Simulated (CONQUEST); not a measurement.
**Energy of Na along an even scaling of the cell**

System: Na (2 atoms in the cell).
Method: Kohn-Sham DFT of a periodic cell, PBE, PseudoDojo NC PBE, no spin polarisation (CONQUEST 1.3).

The 7 runs differ only in the geometry, by an even scaling of the cell at fixed fractional positions. The structure derives from a Materials Project entry.

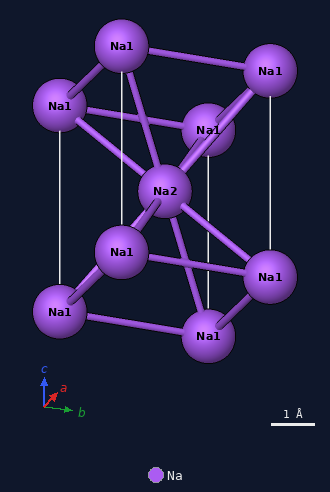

Figure 1. The structure of run 4 (ball-and-stick view of the cell of the calculation, seen at an oblique angle; atoms are numbered from 1 in the order of the input).

### Input of run 4
```
IO.Title Na
IO.Coordinates coords.dat
IO.FractionalAtomicCoords T
IO.Iprint 2
IO.Iprint_init 1
General.NumberOfSpecies 1
General.PseudopotentialType hamann
AtomMove.TypeOfRun static
AtomMove.FullStress T
Grid.PointsAlongX 36
Grid.PointsAlongY 36
Grid.PointsAlongZ 60
DM.SolutionMethod diagon
Diag.MPMesh T
Diag.GammaCentred T
Diag.MPMeshX 7
Diag.MPMeshY 7
Diag.MPMeshZ 5
Diag.kT 0.00183747
minE.SCTolerance 1e-6
SC.MaxIters 100
IO.AtomChargeOutput T
%block ChemicalSpeciesLabel
1 22.990 Na
%endblock
```

Command:
```bash
Conquest
```

Lattice vectors (Å) and fractional positions of run 4:
```
   3.776582    0.000000    0.000000
   0.000000    3.776582    0.000000
   0.000000    0.000000    5.274553
Na  0.000000  0.000000  0.000000
Na  0.500000  0.500000  0.500000
```

Run 6 has the same physical settings and fractional positions; its lattice vectors (Å) are:
```
   3.826280    0.000000    0.000000
   0.000000    3.826280    0.000000
   0.000000    0.000000    5.343963
```

### Results, with one run withheld

```csv
run,volume per atom (Å³),"free energy per atom, from the lowest run given (meV)",pressure (GPa)
1,35.357,0.26,0.12
2,36.110,0.00,−0.06
3,36.862,0.91,−0.30
4,37.614,2.58,−0.44
5,38.367,5.16,−0.64
6,39.119,?,?
7,39.871,12.51,−0.93
```

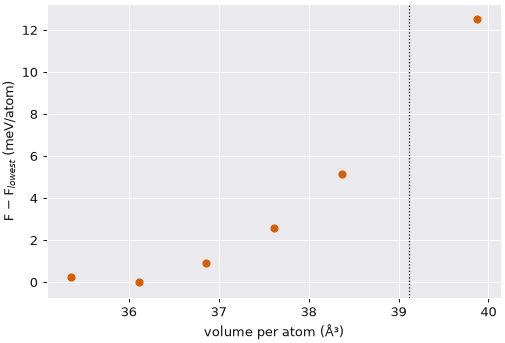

Figure 2. Free energy per atom of the runs given; the dotted line marks run 6.

Estimate the energy of run 6 from the others.

A cubic polynomial in V^(−2/3) (the Birch–Murnaghan form), fitted to the 6 runs given, misses them by at most 0.05 meV per atom. With x = V^(−2/3) − 0.08955 Å⁻², it reads F = 1.8033 − 1521.1 x + 3.2072e+05 x² − 4.6146e+05 x³ (meV per atom). At run 6 it gives 8.49 meV per atom, and the run itself gives 8.49. The slope of the fit gives a pressure −dF/dV of −0.78 GPa there, and the run prints −0.79 GPa. The fit has its minimum at 35.875 Å³ per atom, where V d²F/dV² gives 10.7 GPa. Cell shape and fractional positions are held, so this is the stiffness under even scaling; the relaxed bulk modulus wasn't computed.

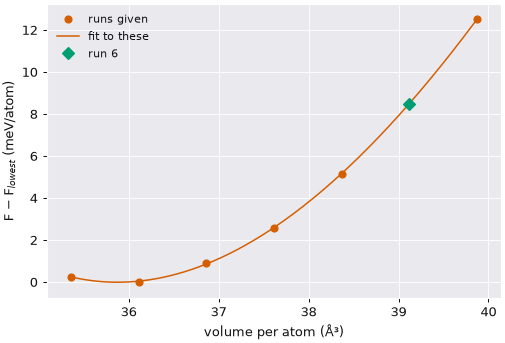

Figure 3. The fit and the withheld run.

### Some lines of the output (run 6)
```
[...]
          DFT Total Energy                 :       -91.408441310875247 Ha
          Free Energy (E-TS)               :       -91.409862452984214 Ha
          DFT Total Energy                 :       -91.409072983483810 Ha
          Free Energy (E-TS)               :       -91.409451008548373 Ha
          DFT Total Energy                 :       -91.409174429827701 Ha
          Free Energy (E-TS)               :       -91.409451127409724 Ha
          DFT Total Energy                 :       -91.409174524867097 Ha
          Free Energy (E-TS)               :       -91.409451069074677 Ha
          DFT Total Energy                 :       -91.409174489844958 Ha
          Free Energy (E-TS)               :       -91.409451097694017 Ha
          DFT Total Energy                 :       -91.409174520139828 Ha
      | Free Energy as E-TS      =       -91.409451097694017 Ha
      |* DFT total energy        =       -91.409174520139828 Ha
    force: Average pressure:     -0.79294074 GPa
```

Notes: With a small basis of atomic orbitals these values can differ much from converged plane-wave results.
